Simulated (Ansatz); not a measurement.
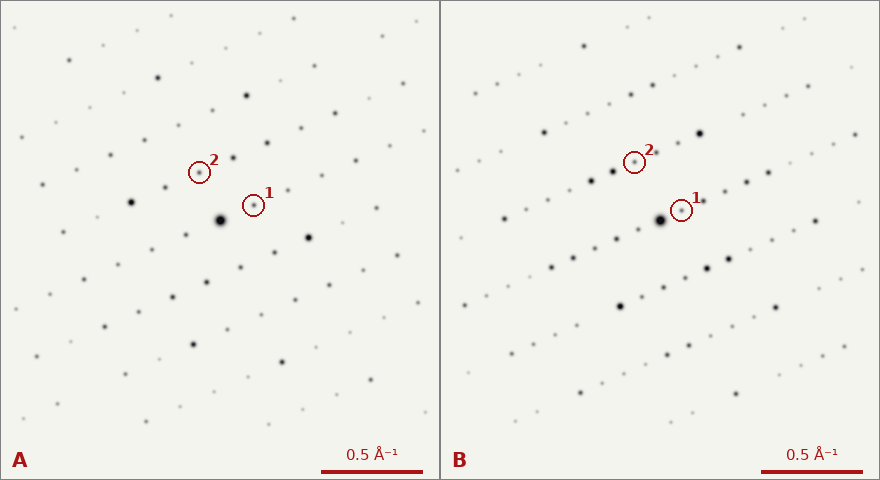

Kinematic electron diffraction patterns (120 kV, B = 0.5 Å², same scale) along [010] of the run's own cell, for the start and the end of one relaxation of Mg2Si3 with Ansatz 0.2.0, DFT PBE, scalar-relativistic, plane waves, PAW. k mesh 12×12×8. The start is a generated model structure, and the relaxation ends in the nearest stationary point of its symmetry, not necessarily the ground state. Spot 1 is 0 0 -1 and spot 2 is -1 0 0 in both.

Start structure:

```
Mg Si
1.0
     4.50728    0.00000    0.00000
    -2.25364    3.90342    0.00000
     0.00000    0.00000    5.44213
Mg Si
2 3
Direct
  0.33333 0.66667 0.13800
  0.66667 0.33333 0.86200
  0.00000 0.00000 0.00000
  0.33333 0.66667 0.62500
  0.66667 0.33333 0.37500
```

Which pattern belongs to the start structure, and which to the relaxed one?

Answer. A is the start: its cell gives d(1) = 5.442 Å, d(2) = 3.903 Å and an angle of 90.0°. B is the relaxed structure, with d(1) = 8.526 Å (+56.7 %), d(2) = 3.190 Å (-18.3 %) and 90.0°.

Name reflections whose intensity changes strongly on relaxation.

Answer. 1 0 4, 2 0 -4 fade out of sight; 1 0 -5 comes into sight; 1 0 3 goes from 5.5 to 100 % of the strongest spot; 2 0 -3 goes from 2.8 to 31 % of the strongest spot; 0 0 5 goes from 2.1 to 23 % of the strongest spot.

Summarise the relaxation behind the change.

Answer. The volume changed by +4.6 % to 20.04 Å³ an atom; with the mean shift removed, the atoms moved by up to 0.64 Å relative to the cell (Mg most); the space group stayed P-3m1 (No. 164); the free energy fell by 230 meV an atom. Relaxed cell: a = 3.684 Å, b = 3.684 Å, c = 8.526 Å, α = 90.00°, β = 90.00°, γ = 120.00°.
